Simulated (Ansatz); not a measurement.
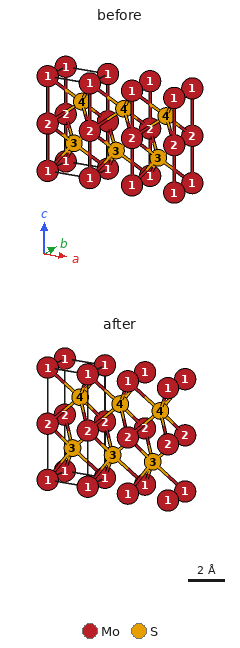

The structure of a crystal of MoS (built on the nickel arsenide type) (coarse preliminary run) before (top) and after (bottom) a relaxation, at one scale.

Style: ball-and-stick. Shown: the cell of the calculation, repeated 3 × 1 × 1 with one cell outlined, slightly off an axis.

These are results of Ansatz, DFT PBE, scalar-relativistic, plane waves, PAW, not measurements. Set-up: plane-wave cutoff 420 eV; k-point mesh 6 × 6 × 4; occupations gaussian; smearing width 0.1 eV; collinear spin; cell and atoms relaxed; force threshold 0.05 eV/Å; at most 80 steps.

**Describe what moved and what it gained.**

The energy falls by 335 meV per atom in 6 accepted moves (8 points after the start). All forces vanish by symmetry, so only the cell relaxes. Pressure: 29.83 GPa at the start and 0.05 GPa at the end. At 2 points the geometry stayed and the basis and grid were re-selected for the new cell (energy shift of 2.6 meV per atom at most each time). No atom moves by more than 0.005 Å relative to the cell. Cell: a = b 3.440 → 3.270 Å (−5.0 %), c 5.332 → 6.330 Å (+18.7 %). Volume +7.2 %. Some distances before and after: Mo1–Mo2 2.666 → 3.165 Å, Mo1–S3 2.392 → 2.463 Å. Bond angles that change, for instance: Mo1–S3–Mo2 67.7° → 79.9°, S3–Mo1–S4 88.0° → 96.8°, S3–Mo1–S3 92.0° → 83.2°. The space group stays P6_3/mmc (No. 194). The program noted that the starting moments weren't kept. The run took 18 s on 1 thread of Intel(R) Xeon(R) 6975P-C (Granite Rapids), with other jobs on the host, peak memory 0.42 GiB.
